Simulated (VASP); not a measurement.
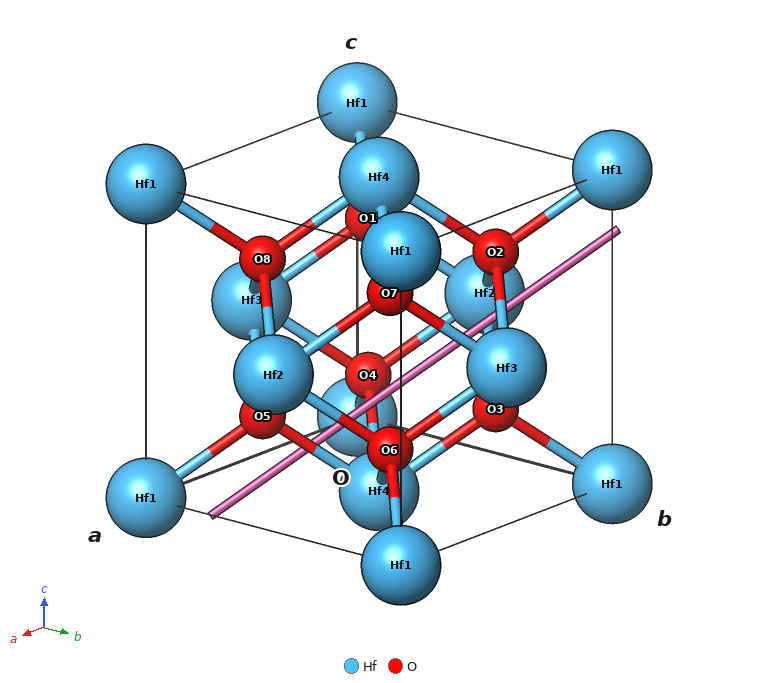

Crystal: HfO2, the geometry relaxed with VASP 6.6.1, VASP Kohn-Sham DFT of a periodic cell, LDA, VASP PAW LDA potentials, recommended. The coloured rod is the axis of a symmetry operation of the crystal. All values are computed from the atomic coordinates in the standard setting (tolerance 0.002 Å).

a = 4.980 Å, b = 4.980 Å, c = 4.980 Å, α = 90.00°, β = 90.00°, γ = 90.00°.

```tsv
atom	x	y	z
Hf1	0.0000	0.0000	0.0000
O1	0.2500	0.2500	0.7500
O2	0.2500	0.7500	0.7500
Hf2	0.0000	0.5000	0.5000
O3	0.2500	0.7500	0.2500
O4	0.2500	0.2500	0.2500
Hf3	0.5000	0.0000	0.5000
O5	0.7500	0.2500	0.2500
O6	0.7500	0.7500	0.2500
Hf4	0.5000	0.5000	0.0000
O7	0.7500	0.7500	0.7500
O8	0.7500	0.2500	0.7500
```

Take the operation x, y, z → −y+1/2, z+1/2, −x+1.

What kind of operation is it, and where does it lie?

It is a 3₁ screw rotation with translation (−1/3, 1/3, 1/3), about the line along [−1 1 1] through (1/3, 1/2, 1/3).

Onto which atom does it carry each atom (up to whole multiples of a, b and c)?

Hf1 → Hf4, O1 → O1, O2 → O8, Hf2 → Hf1, O3 → O7, O4 → O2, Hf3 → Hf3, O5 → O3, O6 → O6, Hf4 → Hf2, O7 → O5, O8 → O4.
